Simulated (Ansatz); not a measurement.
```
CELL_PARAMETERS angstrom
3.21457 0.00000 0.00000
0.00000 3.21457 0.00000
0.00000 0.00000 3.21457
ATOMIC_POSITIONS crystal
Pt 0.00000 0.00000 0.00000
Pt 0.50000 0.50000 0.50000
```

Space group Im-3m; a structure from a database of computed crystals, not necessarily the ambient phase; changed on purpose from its base cell (strain +0.030 along x and y, +0.030 along z, atoms carried along); computed pressure about −19 GPa in this cell.

These are results of DFT PBEsol, scalar-relativistic, plane waves, PAW (Ansatz 0.2.0), not measurements.

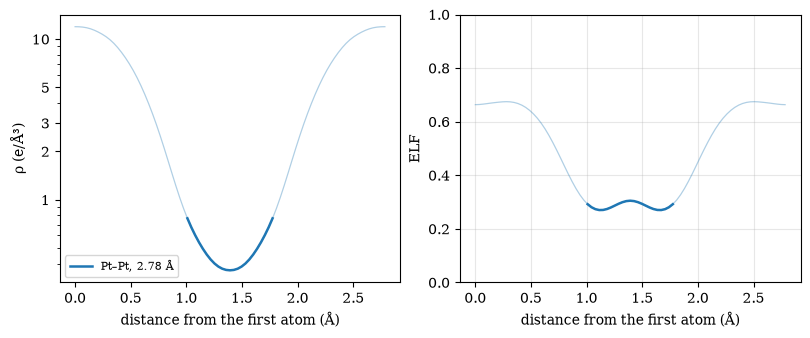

Pt. Valence pseudo-density and electron localisation function along straight lines between neighbouring atoms. Thin, pale parts lie inside the atomic spheres.

Core electrons are frozen (PAW), and the valence fields are smoothed inside the atomic spheres.

> What can be read from the curves?

Pt–Pt (2.78 Å): ρ at the midpoint is about 0.36 e/Å³; the ELF is about 0.30 at the midpoint; no localised pair shows between them.
